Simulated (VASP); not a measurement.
TiN: geometry relaxation (part 2 of 2)

The same run, continued: TiN (Fm-3m, 2 atoms in the cell); Kohn-Sham DFT of a periodic cell, PBEsol, VASP PAW PBE potentials, recommended, no spin polarisation (VASP 6.6.1); cutoff 600 eV, 16×16×16 k-mesh, methfessel-paxton of 0.1 eV. The structure derives from an entry of the Crystallography Open Database.

Geometry of the input (Å; fractional positions):
```
0.0000  2.1190  2.1190
2.1190  0.0000  2.1190
2.1190  2.1190  0.0000
Ti 0.0000  0.0000  0.0000
N  0.5000  0.5000  0.5000
```

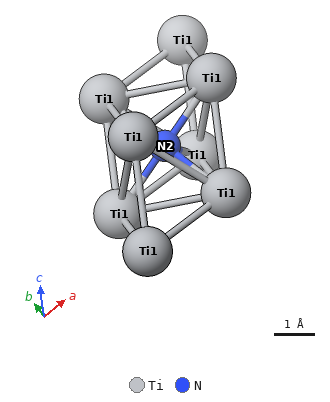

*The geometry at step 1 of the log (ball-and-stick view of the cell of the calculation, seen slightly off an axis; atoms are numbered from 1 in the order of the input).*

**Parts of OUTCAR, continued**
```
   k-points           NKPTS =    145   k-points in BZ     NKDIM =    145   number of bands    NBANDS=     12
   number of dos      NEDOS =    301   number of ions     NIONS =      2
   total plane-waves  NPLWV =  13824
   dimension x,y,z NGX =    24 NGY =   24 NGZ =   24
   dimension x,y,z NGXF=    48 NGYF=   48 NGZF=   48
   ions per type =               1   1
   NGX,Y,Z   is equivalent  to a cutoff of  13.31, 13.31, 13.31 a.u.
   NGXF,Y,Z  is equivalent  to a cutoff of  26.63, 26.63, 26.63 a.u.
 SYSTEM =  unknown system
   PREC   = accura    normal or accurate (medium, high low for compatibility)
   ISTART =      0    job   : 0-new  1-cont  2-samecut
   ICHARG =      2    charge: 1-file 2-atom 10-const
   ISPIN  =      1    spin polarized calculation?
   LNONCOLLINEAR =      F non collinear calculations
   LSORBIT =      F    spin-orbit coupling
   LASPH  =      T    aspherical Exc in radial PAW
   ENCUT  =  600.0 eV  44.10 Ry    6.64 a.u.   5.99  5.99  5.99*2*pi/ulx,y,z
   NELM   =     80;   NELMIN=  2; NELMDL= -5     # of ELM steps
   EDIFF  = 0.1E-05   stopping-criterion for ELM
   LREAL  =      F    real-space projection
   EDIFFG = -.1E-01   stopping-criterion for IOM
   NSW    =     90    number of steps for IOM
   IBRION =      2    ionic relax: 0-MD 1-quasi-New 2-CG
   NFREE  =      1    steps in history (QN), initial steepest desc. (CG)
   ISIF   =      3    stress and relaxation
   ISYM   =      2    0-nonsym 1-usesym 2-fastsym
   POTIM  = 0.5000    time-step for ionic-motion
   TEBEG  =    0.0;   TEEND  =   0.0 temperature during run
   PSTRESS=    0.0 pullay stress
   NELECT =      17.0000    total number of electrons
   NUPDOWN=      -1.0000    fix difference up-down
   EMIN   =  10.00;   EMAX   =-10.00  energy-range for DOS
   EFERMI =   0.00;   METHOD = LEGACY
   ISMEAR =     1;   SIGMA  =   0.10  broadening in eV -4-tet -1-fermi 0-gaus
   EFERMI_NEDOS =   21; number of points for ismear=-14 and -15
   IALGO  =     38    algorithm
   IMIX   =      4    mixing-type and parameters
     AMIX     =   0.40;   BMIX     =  1.00
     AMIX_MAG =   1.60;   BMIX_MAG =  1.00
  volume/ion in A,a.u.               =       9.51        64.21
  Fermi-wavevector in a.u.,A,eV,Ry     =   1.576704  2.979539 33.824024  2.485996
  Thomas-Fermi vector in A             =   2.677497
   LORBIT       =      0    0 simple, 1 ext, 2 COOP (PROOUT), +10 PAW based schemes
   GGA     = PS    functional components
   LHFCALC =     F    Hartree Fock is set to
   AEXX    =    0.0000 exact exchange contribution
   IVDW    =     0    specifies the selected vdW correction
   LEPSILON=     F    determine dielectric tensor
   LRPA    =     F    only Hartree local field effects (RPA)
 conjugate gradient relaxation of ions
 non-spin polarized calculation
 Methfessel and Paxton  Order N= 1 SIGMA  =   0.10
  energy-cutoff  :      600.00
  volume of cell :       19.03
 maximum number of plane-waves:       652
   NGX = 11   NGY = 11   NGZ = 11

--------------------------------------- Ionic step        1  -------------------------------------------

 number of electron      17.0000001 magnetization

 Free energy of the ion-electron system (eV)
  ---------------------------------------------------
  ext. energy  EPLUGINS =         0.00000000
  ---------------------------------------------------
  free energy    TOTEN  =       -20.77361488 eV

  energy without entropy =      -20.77224881  energy(sigma->0) =      -20.77315952

------------------------ aborting loop because EDIFF is reached ----------------------------------------

  FORCE on cell =-STRESS in cart. coord.  units (eV):
  Direction    XX          YY          ZZ          XY          YZ          ZX
  --------------------------------------------------------------------------------------
  -------------------------------------------------------------------------------------
  Total       -0.7814337     -0.7814337     -0.7814337      0.0000000     -0.0000000     -0.0000000
  in kB      -65.7930272    -65.7930272    -65.7930272      0.0000000     -0.0000000     -0.0000000
  external PRESSURE =     -65.7930272 kB  Pullay stress =       0.0000000 kB

 VOLUME and BASIS-vectors are now :
 -----------------------------------------------------------------------------
  energy-cutoff  :      600.00
  volume of cell :       19.03
      direct lattice vectors                 reciprocal lattice vectors
     0.000000000  2.119000000  2.119000000    -0.235960359  0.235960359  0.235960359
     2.119000000  0.000000000  2.119000000     0.235960359 -0.235960359  0.235960359
     2.119000000  2.119000000  0.000000000     0.235960359  0.235960359 -0.235960359

 POSITION                                       TOTAL-FORCE (eV/Angst)
 -----------------------------------------------------------------------------------
      0.00000      0.00000      0.00000         0.000000     -0.000000     -0.000000
      2.11900      2.11900      2.11900        -0.000000      0.000000      0.000000
 -----------------------------------------------------------------------------------
    total drift:                                0.000000     -0.000000     -0.000000

  FREE ENERGIE OF THE ION-ELECTRON SYSTEM (eV)
  ---------------------------------------------------
  free  energy   TOTEN  =       -20.7736148768 eV

  energy  without entropy=      -20.7722488124  energy(sigma->0) =      -20.77315952

--------------------------------------- Ionic step        2  -------------------------------------------

 number of electron      16.9999998 magnetization

------------------------ aborting loop because EDIFF is reached ----------------------------------------

  FORCE on cell =-STRESS in cart. coord.  units (eV):
  Direction    XX          YY          ZZ          XY          YZ          ZX
  --------------------------------------------------------------------------------------
  -------------------------------------------------------------------------------------
  Total        1.2241716      1.2241716      1.2241716      0.0000000      0.0000000     -0.0000000
  in kB      109.1246189    109.1246189    109.1246189      0.0000000      0.0000000     -0.0000000
  external PRESSURE =     109.1246189 kB  Pullay stress =       0.0000000 kB

 VOLUME and BASIS-vectors are now :
 -----------------------------------------------------------------------------
  energy-cutoff  :      600.00
  volume of cell :       17.97
      direct lattice vectors                 reciprocal lattice vectors
     0.000000000  2.079058506  2.079058506    -0.240493473  0.240493473  0.240493473
     2.079058506  0.000000000  2.079058506     0.240493473 -0.240493473  0.240493473
     2.079058506  2.079058506 -0.000000000     0.240493473  0.240493473 -0.240493473

 POSITION                                       TOTAL-FORCE (eV/Angst)
 -----------------------------------------------------------------------------------
      0.00000      2.07906      2.07906         0.000000     -0.000000     -0.000000
      2.07906      2.07906      2.07906        -0.000000      0.000000      0.000000
 -----------------------------------------------------------------------------------
    total drift:                               -0.000000     -0.000000     -0.000000

  FREE ENERGIE OF THE ION-ELECTRON SYSTEM (eV)
  ---------------------------------------------------
  free  energy   TOTEN  =       -20.7620856958 eV

  energy  without entropy=      -20.7606508524  energy(sigma->0) =      -20.76160741

--------------------------------------- Ionic step        3  -------------------------------------------

 number of electron      16.9999998 magnetization

 Free energy of the ion-electron system (eV)
  ---------------------------------------------------
  ext. energy  EPLUGINS =         0.00000000
  ---------------------------------------------------
  free energy    TOTEN  =       -20.78267513 eV

  energy without entropy =      -20.78127858  energy(sigma->0) =      -20.78220961

 E-fermi :  11.6677     XC(G=0): -13.3641     alpha+bet :-19.7743

 val. band max:       11.6642060366   @ k =   0.3750   0.1250   0.0000
 cond. band min:      11.6688056064   @ k =  -0.1875   0.0625   0.0000
 fundamental gap:      0.0045995698
 Fermi energy:        11.6677403888

 k-point     1 :       0.0000    0.0000    0.0000
  band No.  band energies     occupation
      1     -45.9141      2.00000
      2     -21.9748      2.00000
      3     -21.9748      2.00000
      4     -21.9748      2.00000
      5      -5.5389      2.00000
      6       9.6066      2.00000
      7       9.6066      2.00000
      8       9.6066      2.00000
      9      11.0042      2.00000
     10      11.0042      2.00000
     11      11.0042      2.00000
     12      12.2525     -0.00000

 k-point     2 :       0.0625    0.0000    0.0000
  band No.  band energies     occupation
      1     -45.9100      2.00000
      2     -22.0039      2.00000
      3     -21.9771      2.00000
      4     -21.9771      2.00000
      5      -5.4582      2.00000
      6       9.1387      2.00000
      7       9.2539      2.00000
      8       9.2539      2.00000
      9      11.1273      2.00000
     10      11.1273      2.00000
     11      11.2524      2.00000
     12      12.6161     -0.00000

 k-point     3 :       0.1250    0.0000    0.0000
  band No.  band energies     occupation
      1     -45.8980      2.00000
      2     -22.0860      2.00000
      3     -21.9839      2.00000
      4     -21.9839      2.00000
      5      -5.2237      2.00000
      6       8.1876      2.00000
      7       8.5671      2.00000
      8       8.5671      2.00000
      9      11.3811      2.00039
     10      11.3811      2.00039
     11      11.6331      1.54943
     12      13.4392     -0.00000

 k-point     4 :       0.1875    0.0000    0.0000
  band No.  band energies     occupation
      1     -45.8800      2.00000
      2     -22.2069      2.00000
      3     -21.9939      2.00000
      4     -21.9939      2.00000
      5      -4.8587      2.00000
      6       7.0973      2.00000
      7       7.8601      2.00000
      8       7.8601      2.00000
      9      11.7283      0.15509
     10      11.7283      0.15509
     11      11.9957     -0.00004
     12      14.4078      0.00000

 k-point     5 :       0.2500    0.0000    0.0000
  band No.  band energies     occupation
      1     -45.8587      2.00000
      2     -22.3465      2.00000
      3     -22.0057      2.00000
      4     -22.0057      2.00000
      5      -4.3993      2.00000
      6       6.0047      2.00000
      7       7.2312      2.00000
      8       7.2312      2.00000
      9      12.1515     -0.00000
     10      12.1515     -0.00000
     11      12.3890     -0.00000
     12      15.3771      0.00000

 [... the levels of 18 k-points are left out ...]

 k-point    24 :      -0.0625    0.0625    0.0000
  band No.  band energies     occupation
      1     -45.9032      2.00000
      2     -22.0442      2.00000
      3     -21.9925      2.00000
      4     -21.9758      2.00000
      5      -5.3276      2.00000
      6       8.4982      2.00000
      7       8.7231      2.00000
      8       9.0445      2.00000
      9      11.1265      2.00000
     10      11.4370      2.00524
     11      11.5494      2.07037
     12      12.7134     -0.00000

 [... further k-points ...]

------------------------ aborting loop because EDIFF is reached ----------------------------------------

  FORCE on cell =-STRESS in cart. coord.  units (eV):
  Direction    XX          YY          ZZ          XY          YZ          ZX
  --------------------------------------------------------------------------------------
  -------------------------------------------------------------------------------------
  Total       -0.0030897     -0.0030897     -0.0030897     -0.0000000     -0.0000000      0.0000000
  in kB       -0.2661418     -0.2661418     -0.2661418     -0.0000000     -0.0000000      0.0000000
  external PRESSURE =      -0.2661418 kB  Pullay stress =       0.0000000 kB

 VOLUME and BASIS-vectors are now :
 -----------------------------------------------------------------------------
  energy-cutoff  :      600.00
  volume of cell :       18.60
      direct lattice vectors                 reciprocal lattice vectors
     0.000000000  2.102935476  2.102935476    -0.237762882  0.237762882  0.237762882
     2.102935476  0.000000000  2.102935476     0.237762882 -0.237762882  0.237762882
     2.102935476  2.102935476 -0.000000000     0.237762882  0.237762882 -0.237762882

 POSITION                                       TOTAL-FORCE (eV/Angst)
 -----------------------------------------------------------------------------------
      0.00000      0.00000      0.00000         0.000000      0.000000     -0.000000
      2.10294      2.10294      2.10294         0.000000      0.000000      0.000000
 -----------------------------------------------------------------------------------
    total drift:                                0.000000     -0.000000     -0.000000

  FREE ENERGIE OF THE ION-ELECTRON SYSTEM (eV)
  ---------------------------------------------------
  free  energy   TOTEN  =       -20.7826751251 eV

  energy  without entropy=      -20.7812785796  energy(sigma->0) =      -20.78220961

 reached required accuracy - stopping structural energy minimisation
```

**CONTCAR**
```
TiN
   1.00000000000000
     0.0000000000000000    2.1029354761026462    2.1029354761026462
     2.1029354761026462    0.0000000000000000    2.1029354761026462
     2.1029354761026462    2.1029354761026462   -0.0000000000000000
  Ti              N
     1     1
Direct
     0.0000000000000000    0.0000000000000000    0.0000000000000000
     0.5000000000000000    0.5000000000000000    0.5000000000000000

  0.00000000E+00  0.00000000E+00  0.00000000E+00
  0.00000000E+00  0.00000000E+00  0.00000000E+00
```

**Trajectory as extended XYZ (Å, eV, eV/Å), 3 frames, from step=0 to step=2**
```
2
Lattice="0.0000 2.1190 2.1190 2.1190 0.0000 2.1190 2.1190 2.1190 0.0000" Properties=species:S:1:pos:R:3:forces:R:3 step=0 energy=-20.77361
Ti    0.0000    0.0000    0.0000    0.0000   0.0000   0.0000
N     2.1190    2.1190    2.1190    0.0000   0.0000   0.0000
2
Lattice="0.0000 2.0791 2.0791 2.0791 0.0000 2.0791 2.0791 2.0791 -0.0000" Properties=species:S:1:pos:R:3:forces:R:3 step=1 energy=-20.76209
Ti    0.0000    2.0791    2.0791    0.0000   0.0000   0.0000
N     2.0791    2.0791    2.0791    0.0000   0.0000   0.0000
2
Lattice="0.0000 2.1029 2.1029 2.1029 0.0000 2.1029 2.1029 2.1029 -0.0000" Properties=species:S:1:pos:R:3:forces:R:3 step=2 energy=-20.78268
Ti    0.0000    0.0000    0.0000    0.0000   0.0000   0.0000
N     2.1029    2.1029    2.1029    0.0000   0.0000   0.0000
```

**Results in brief**

```tsv
quantity	value
outcome	converged
space group (tolerance 0.01 Å)	Fm-3m (225)
electrons treated	17
free energy	−20.7827 eV
Fermi energy	11.668 eV
gap on the k-point mesh	none (metallic)
pressure	−0.03 GPa
final volume	18.60 Å³
largest force (length of the vector) at the end	under 0.001 eV/Å
final cell	a = 2.974 Å, b = 2.974 Å, c = 2.974 Å, α = 60.00°, β = 60.00°, γ = 60.00°
hardware	1 thread of Intel Xeon (Sapphire Rapids), 64 GiB of memory available, shared host
wall time	44 s
peak memory	0.18 GiB
```

The cell holds an odd number of electrons but the run has no spin polarisation, so it comes out as a metal.
